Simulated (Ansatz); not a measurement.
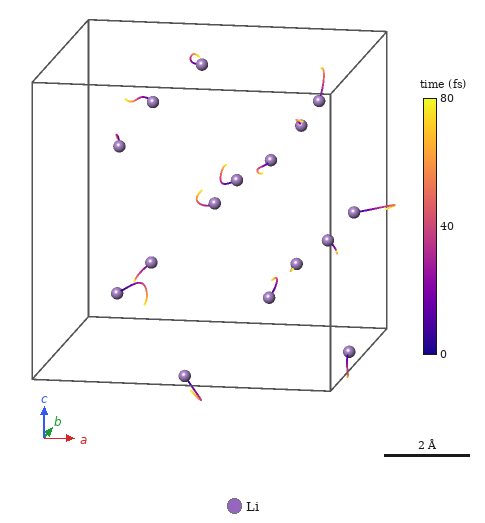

First-principles dynamics of a 16-atom cell of Li, 80 fs long. It starts from the last geometry of an earlier run, with fresh velocities. Lines trace each atom's path, coloured by time; spheres stand at the starting positions. Seen slightly off an axis in the simulation cell.

Theory: Ansatz, DFT r2SCAN, scalar-relativistic, plane waves, PAW. Set-up: plane-wave cutoff 500 eV; k-point mesh 2 × 2 × 2; Fermi-Dirac smearing 0.11 eV; low-accuracy preset; volume 1.1 times that of the relaxed crystal; constant energy (NVE); velocities drawn for 780 K; time step 1 fs.

**How do the atoms move?**

Root-mean-square distances from the starting positions over the second half, with the common drift of all atoms taken out: Li 0.62 Å. The run lasts only 80 fs, too short to tell vibration from diffusion.

Limits of the set-up: the k-point mesh is coarse for a cell with partly filled bands; the program's low-accuracy preset was used.
